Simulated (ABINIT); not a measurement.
**Run report: BeS, optical-spectrum calculation (part 2 of 2)**

The same run, continued: BeS (F-43m, 2 atoms in the cell); Kohn-Sham DFT of a periodic cell, LDA, PseudoDojo NC SR LDA v0.4.1 standard, no spin polarisation (ABINIT 10.8.3); cutoff 1197.3 eV, 6×6×6 k-mesh, fixed occupations. The structure derives from an entry of the Crystallography Open Database.

Geometry of the input (Å; fractional positions):
```
0.0000  2.3981  2.3981
2.3981  0.0000  2.3981
2.3981  2.3981  0.0000
S  0.7500  0.7500  0.7500
Be 0.0000  0.0000  0.0000
```

**Output, continued**
```
--- !ResultsGS
iteration_state: {dtset: 1, }
comment   : Summary of ground state results
lattice_vectors:
- [  0.0000000,   4.5317148,   4.5317148, ]
- [  4.5317148,   0.0000000,   4.5317148, ]
- [  4.5317148,   4.5317148,   0.0000000, ]
lattice_lengths: [   6.40881,    6.40881,    6.40881, ]
lattice_angles: [ 60.000,  60.000,  60.000, ] # degrees, (23, 13, 12)
lattice_volume:   1.8613057E+02
convergence: {deltae: -3.730E-13, res2:  5.603E-13, residm:  7.691E-17, diffor: null, }
etotal    :  -2.49711802E+01
entropy   :   0.00000000E+00
fermie    :   1.46508774E-01
cartesian_stress_tensor: # hartree/bohr^3
- [  5.44041622E-07,   0.00000000E+00,   0.00000000E+00, ]
- [  0.00000000E+00,   5.44041622E-07,   0.00000000E+00, ]
- [  0.00000000E+00,   0.00000000E+00,   5.44041622E-07, ]
pressure_GPa:  -1.6006E-02
xred      :
- [  7.5000E-01,   7.5000E-01,   7.5000E-01,  S]
- [  0.0000E+00,   0.0000E+00,   0.0000E+00, Be]
cartesian_forces: # hartree/bohr
- [ -0.00000000E+00,  -0.00000000E+00,  -0.00000000E+00, ]
- [ -0.00000000E+00,  -0.00000000E+00,  -0.00000000E+00, ]
force_length_stats: {min:   0.00000000E+00, max:   0.00000000E+00, mean:   0.00000000E+00, }
...

 Integrated electronic density in atomic spheres:
 ------------------------------------------------
 Atom  Sphere_radius  Integrated_density
    1        2.00000          4.03092164
    2        2.00000          3.24032680
================================================================================

 ----iterations are completed or convergence reached----

 Mean square residual over all n,k,spin=   39.626E-18; max=  76.914E-18
 reduced coordinates (array xred) for    2 atoms
       0.750000000000      0.750000000000      0.750000000000
       0.000000000000      0.000000000000      0.000000000000
 rms dE/dt=  0.0000E+00; max dE/dt=  0.0000E+00; dE/dt below (all hartree)
    1       0.000000000000      0.000000000000      0.000000000000
    2       0.000000000000      0.000000000000      0.000000000000

 cartesian coordinates (angstrom) at end:
    1      3.59712029765570     3.59712029765570     3.59712029765570
    2      0.00000000000000     0.00000000000000     0.00000000000000

 cartesian forces (hartree/bohr) at end:
    1     -0.00000000000000    -0.00000000000000    -0.00000000000000
    2     -0.00000000000000    -0.00000000000000    -0.00000000000000
 frms,max,avg= 0.0000000E+00 0.0000000E+00   0.000E+00  0.000E+00  0.000E+00 h/b

 cartesian forces (eV/Angstrom) at end:
    1     -0.00000000000000    -0.00000000000000    -0.00000000000000
    2     -0.00000000000000    -0.00000000000000    -0.00000000000000
 frms,max,avg= 0.0000000E+00 0.0000000E+00   0.000E+00  0.000E+00  0.000E+00 e/A
 length scales=  6.408812535100  6.408812535100  6.408812535100 bohr
              =  3.391397540224  3.391397540224  3.391397540224 angstroms
 Fermi (or HOMO) energy (hartree) =   0.14651   Average Vxc (hartree)=  -0.38223
 Eigenvalues (hartree) for nkpt=  28  k points:
 kpt#   1, nband=  5, wtk=  0.02778, kpt= -0.0833 -0.1667  0.0000 (reduced coord)
  -3.42451   -0.34926    0.09305    0.12721    0.13488
 prteigrs : prtvol=0 or 1, do not print more k-points.

--- !EnergyTerms
iteration_state     : {dtset: 1, }
comment             : Components of total free energy in Hartree
kinetic             :  1.25369112606142E+01
hartree             :  3.71611690314961E+00
xc                  : -5.53267837114163E+00
Ewald energy        : -1.52759918955742E+01
psp_core            :  6.11848766283002E-01
local_psp           : -1.42779790357354E+01
non_local_psp       : -6.74940780621081E+00
total_energy        : -2.49711801786152E+01
total_energy_eV     : -6.79500428858282E+02
band_energy         : -7.20025575977822E+00
...

 Cartesian components of stress tensor (hartree/bohr^3)
  sigma(1 1)=  5.44041622E-07  sigma(3 2)=  0.00000000E+00
  sigma(2 2)=  5.44041622E-07  sigma(3 1)=  0.00000000E+00
  sigma(3 3)=  5.44041622E-07  sigma(2 1)=  0.00000000E+00

-Cartesian components of stress tensor (GPa)         [Pressure= -1.6006E-02 GPa]
- sigma(1 1)=  1.60062571E-02  sigma(3 2)=  0.00000000E+00
- sigma(2 2)=  1.60062571E-02  sigma(3 1)=  0.00000000E+00
- sigma(3 3)=  1.60062571E-02  sigma(2 1)=  0.00000000E+00

================================================================================
== DATASET  2 ==================================================================

--- !DatasetInfo
iteration_state: {dtset: 2, }
dimensions: {natom: 2, nkpt: 28, mband: 21, nsppol: 1, nspinor: 1, nspden: 1, mpw: 2649, }
cutoff_energies: {ecut:  44.0, pawecutdg:  -1.0, }
electrons: {nelect:   1.00000000E+01, charge:   0.00000000E+00, occopt:   1.00000000E+00, tsmear:   1.00000000E-02, }
meta: {optdriver: 0, ionmov: 0, optcell: 0, iscf: -2, paral_kgb: 0, }
...

 mkfilename : getden/=0, take file _DEN from output of DATASET   1.

 Exchange-correlation functional for the present dataset will be:
  LDA: Perdew-Wang 92 LSD fit to Ceperley-Alder data - ixc=7
  J.P.Perdew and Y.Wang, PRB 45, 13244 (1992)

 Real(R)+Recip(G) space primitive vectors, cartesian coordinates (Bohr,Bohr^-1):
 R(1)=  0.0000000  4.5317148  4.5317148  G(1)= -0.1103335  0.1103335  0.1103335
 R(2)=  4.5317148  0.0000000  4.5317148  G(2)=  0.1103335 -0.1103335  0.1103335
 R(3)=  4.5317148  4.5317148  0.0000000  G(3)=  0.1103335  0.1103335 -0.1103335
 Unit cell volume ucvol=  1.8613057E+02 bohr^3
 Angles (23,13,12)=  6.00000000E+01  6.00000000E+01  6.00000000E+01 degrees

 getcut: wavevector=  0.0000  0.0000  0.0000  ngfft=  40  40  40
         ecut(hartree)=     44.000   => boxcut(ratio)=   2.09022
--------------------------------------------------------------------------------

================================================================================
 Non-SCF case, kpt    1 ( -0.08333 -0.16667  0.00000), residuals and eigenvalues=
  3.55E-13  1.99E-13  3.54E-13  7.42E-14  9.71E-13  5.39E-14  4.35E-13  8.94E-13
  2.35E-13  3.12E-13  1.33E-13  8.86E-13  2.29E-13  3.01E-13  9.86E-13  2.33E-13
  2.92E-13  1.15E-12  1.34E-10  1.95E-07  3.47E-07
 -3.4245E+00 -3.4926E-01  9.3052E-02  1.2721E-01  1.3488E-01  3.4341E-01
  3.7881E-01  3.8917E-01  4.2739E-01  5.4976E-01  6.1647E-01  7.0541E-01
  7.7567E-01  8.0300E-01  8.4293E-01  1.0145E+00  1.1141E+00  1.1185E+00
  1.1954E+00  1.3148E+00  1.3312E+00
 prteigrs : prtvol=0 or 1, do not print more k-points.

--- !ResultsGS
iteration_state: {dtset: 2, }
comment   : Summary of ground state results
lattice_vectors:
- [  0.0000000,   4.5317148,   4.5317148, ]
- [  4.5317148,   0.0000000,   4.5317148, ]
- [  4.5317148,   4.5317148,   0.0000000, ]
lattice_lengths: [   6.40881,    6.40881,    6.40881, ]
lattice_angles: [ 60.000,  60.000,  60.000, ] # degrees, (23, 13, 12)
lattice_volume:   1.8613057E+02
convergence: {deltae:  0.000E+00, res2:  0.000E+00, residm:  9.993E-13, diffor:  0.000E+00, }
etotal    :  -2.49711802E+01
entropy   :   0.00000000E+00
fermie    :   1.46508774E-01
cartesian_stress_tensor: null
pressure_GPa: null
xred      :
- [  7.5000E-01,   7.5000E-01,   7.5000E-01,  S]
- [  0.0000E+00,   0.0000E+00,   0.0000E+00, Be]
cartesian_forces: null
force_length_stats: {min: null, max: null, mean: null, }
...

 Integrated electronic density in atomic spheres:
 ------------------------------------------------
 Atom  Sphere_radius  Integrated_density
    1        2.00000          4.03092164
    2        2.00000          3.24032680
================================================================================

 ----iterations are completed or convergence reached----

 Mean square residual over all n,k,spin=   41.551E-14; max=  99.931E-14
 reduced coordinates (array xred) for    2 atoms
       0.750000000000      0.750000000000      0.750000000000
       0.000000000000      0.000000000000      0.000000000000

 cartesian coordinates (angstrom) at end:
    1      3.59712029765570     3.59712029765570     3.59712029765570
    2      0.00000000000000     0.00000000000000     0.00000000000000
 length scales=  6.408812535100  6.408812535100  6.408812535100 bohr
              =  3.391397540224  3.391397540224  3.391397540224 angstroms
 Eigenvalues (hartree) for nkpt=  28  k points:
 kpt#   1, nband= 21, wtk=  0.02778, kpt= -0.0833 -0.1667  0.0000 (reduced coord)
  -3.42451   -0.34926    0.09305    0.12721    0.13488    0.34341    0.37881    0.38917
   0.42739    0.54976    0.61647    0.70541    0.77567    0.80300    0.84293    1.01454
   1.11410    1.11850    1.19545    1.31485    1.33122
 prteigrs : prtvol=0 or 1, do not print more k-points.

================================================================================
== DATASET  3 ==================================================================

--- !DatasetInfo
iteration_state: {dtset: 3, }
dimensions: {natom: 2, nkpt: 28, mband: 17, nsppol: 1, nspinor: 1, nspden: 1, mpw: 2649, }
cutoff_energies: {ecut:  44.0, pawecutdg:  -1.0, }
electrons: {nelect:   1.00000000E+01, charge:   0.00000000E+00, occopt:   1.00000000E+00, tsmear:   1.00000000E-02, }
meta: {optdriver: 8, wfk_task: 7, }
...

 mkfilename : getwfk/=0, take file _WFK from output of DATASET   2.

 Exchange-correlation functional for the present dataset will be:
  LDA: Perdew-Wang 92 LSD fit to Ceperley-Alder data - ixc=7
  J.P.Perdew and Y.Wang, PRB 45, 13244 (1992)

--------------------------------------------------------------------------------

 Computation of velocity matrix elements (DDK)

 Parameters extracted from the Abinit header:
    ecut:     44.0
    nkpt:    864
    mband:   21
    nsppol:  1
    nspinor: 1
    useylm:  0
    inclvkb: 2
    bmin: 1, bmax: 21
    Computing diagonal and off-diagonal matrix elements
    Between band index bmin: 1, bmax: 21

== END DATASET(S) ==============================================================
================================================================================

 -outvars: echo values of variables after computation  --------
            acell      6.4088125351E+00  6.4088125351E+00  6.4088125351E+00 Bohr
           etotal1    -2.4971180179E+01
           etotal3     0.0000000000E+00
            fcart1    -0.0000000000E+00 -0.0000000000E+00 -0.0000000000E+00
                      -0.0000000000E+00 -0.0000000000E+00 -0.0000000000E+00
            fcart3     0.0000000000E+00  0.0000000000E+00  0.0000000000E+00
                       0.0000000000E+00  0.0000000000E+00  0.0000000000E+00
            rprim      0.0000000000E+00  7.0710678120E-01  7.0710678120E-01
                       7.0710678120E-01  0.0000000000E+00  7.0710678120E-01
                       7.0710678120E-01  7.0710678120E-01  0.0000000000E+00
           strten1     5.4404162203E-07  5.4404162203E-07  5.4404162203E-07
                       0.0000000000E+00  0.0000000000E+00  0.0000000000E+00
           strten3     0.0000000000E+00  0.0000000000E+00  0.0000000000E+00
                       0.0000000000E+00  0.0000000000E+00  0.0000000000E+00
           xangst      3.5971202977E+00  3.5971202977E+00  3.5971202977E+00
                       0.0000000000E+00  0.0000000000E+00  0.0000000000E+00
             xred      7.5000000000E-01  7.5000000000E-01  7.5000000000E-01
                       0.0000000000E+00  0.0000000000E+00  0.0000000000E+00
 Calculation completed.
```

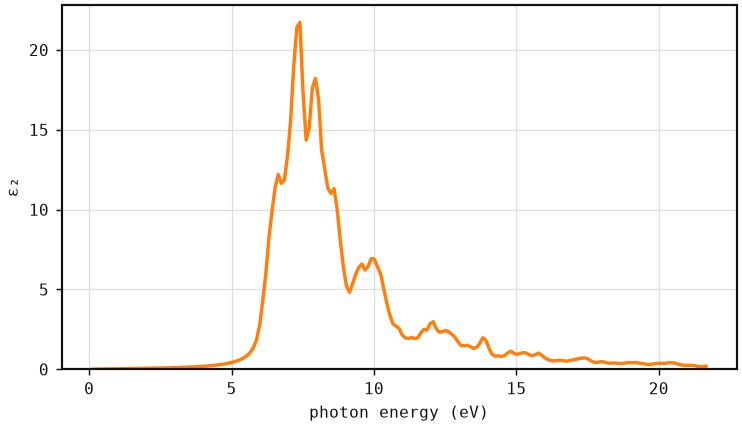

*Imaginary part of the dielectric function (first component that the program prints).*

The highest peak, 21.7, lies at 7.40 eV.

**Results in brief**

| quantity | value |
| --- | --- |
| outcome | converged |
| space group (tolerance 0.01 Å) | F-43m (216) |
| electrons treated | 10 |
| free energy | −679.5004 eV |
| Fermi energy of the self-consistent step | 3.987 eV |
| pressure | −0.02 GPa |
| largest force (length of the vector) | under 0.001 eV/Å |
| wall time | 80 s |
| peak memory | 0.84 GiB |

Points of doubt noted for this run: second order with scissor.
